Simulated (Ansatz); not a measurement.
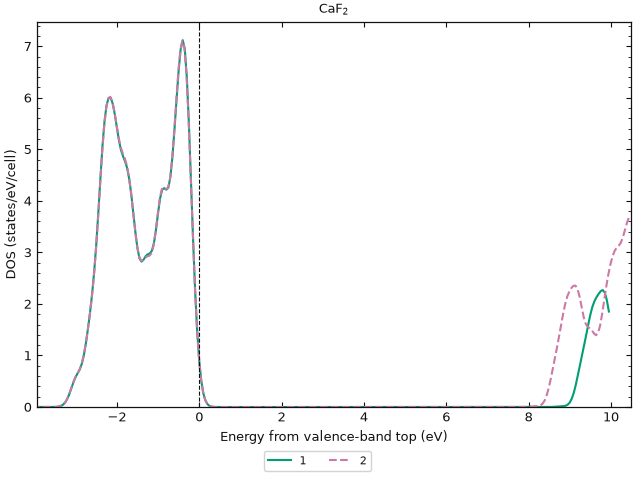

Total densities of states of CaF₂, space group Fm-3m (No. 225), 3 atoms in the cell, fluorite type, hydrostatic strain −4.0%, by two methods on the same cell. The curves are built from the levels of the k mesh with Gaussians 0.3 eV wide, which also blur the band edges. Each is counted from its own valence-band top.

**Which curve is which? The methods: PBE, r2SCAN.**

1 is r2SCAN; 2 is PBE. r2SCAN gives a gap of 8.80 eV and PBE gives a gap of 8.15 eV.

Settings. r2SCAN: DFT, r2SCAN, plane waves, PAW, no spin polarisation, 8×8×8 k mesh, 500 eV cutoff (Ansatz 0.2.0). PBE: DFT, PBE, plane waves, PAW, no spin polarisation, 8×8×8 k mesh, 420 eV cutoff, Fermi-Dirac smearing of 0.02 eV (Ansatz).
